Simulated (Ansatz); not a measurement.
**HfC: density, localisation and related maps**

Input file:

```
crystal:
  lattice:
    - [0.0, 2.3488416717, 2.3488416717]
    - [2.3488416717, 0.0, 2.3488416717]
    - [2.3488416717, 2.3488416717, 0.0]
  atoms:
    - { symbol: Hf, position: [0.5, 0.5, 0.5] }
    - { symbol: C, position: [0.0, 0.0, 0.0] }
basis:
  ecutwfc: 420
kpoints:
  mp_grid: { grid: [16, 16, 16] }
hamiltonian:
  xc: pbesol
scf:
  occupations: { method: gaussian, width: 0.1 }
output:
  forces: true
  stress: true
  eigenvalues: true
  write_density: true
  write_potential: true
  elf: true
  volumetric_format: npy
```

Command:

```sh
ansatz run input.yaml --threads 1 --pin off --max-ram 2560MiB --backend cpu --events-out ev --progress --plain --runs-dir out
```

Below, planes, directions and counts refer to the conventional cell (a = 4.70 Å, b = 4.70 Å, c = 4.70 Å, α = 90.00°, β = 90.00°, γ = 90.00°).

Space group Fm-3m; changed on purpose from its base cell (volume × 1.06); computed pressure about −13 GPa in this cell.

These are results of DFT PBEsol, scalar-relativistic, plane waves, PAW (Ansatz 0.2.0), not measurements.

The density is the valence pseudo-density of a PAW calculation; it isn't the true density close to the nuclei.

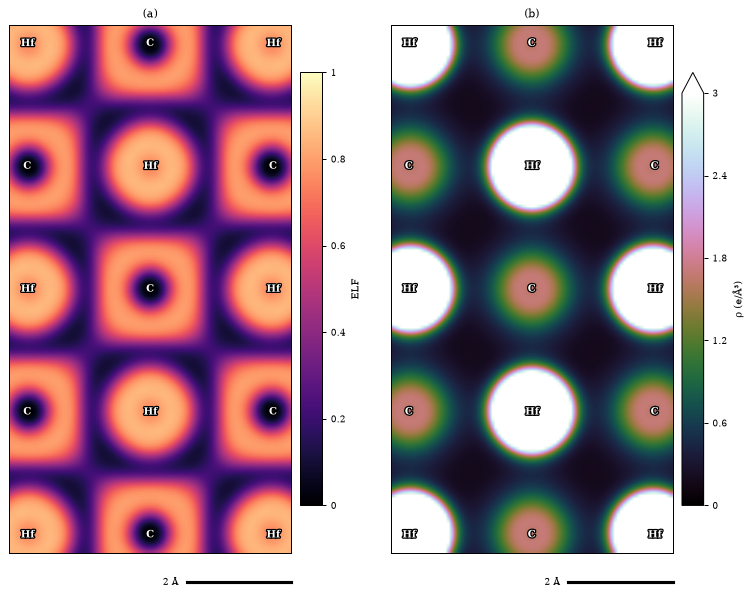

Figure 1. (a) electron localisation function; (b) valence pseudo-density on the (001) plane of the conventional cell.

Q: What does the map show?

A: Atoms in the plane: Hf and C. Hf–C (2.35 Å): the density is about 0.47 e/Å³ at the midpoint; the ELF peaks at about 0.80 in the valence shell of C, 0.7 Å from its nucleus, and is about 0.25 at the midpoint; no localised pair shows between them. Between the atoms the lowest density in this plane is 0.18 e/Å³. The features right at Hf lie inside the PAW spheres, where the map follows smoothed inner orbitals and isn't to be read closely.

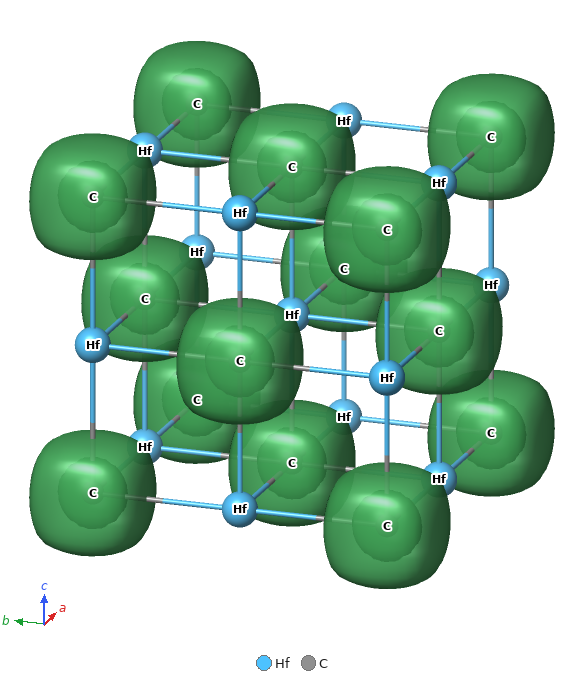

Figure 2. Isosurface of the electron localisation function at 0.7 (green), seen at an oblique angle. Only the valence region is drawn (cores and ρ < 0.01 e/Å³ removed). Sticks mark near contacts.

Q: What do the ELF domains correspond to?

A: At this value the surface marks out four regions wrapped around C (the valence shell of each), counted in one cell of 8 atoms. Any copies at cell faces, edges or corners count once.

Q: Metal or insulator at this level of theory?

A: It is gapless in this calculation (a metal or semimetal).
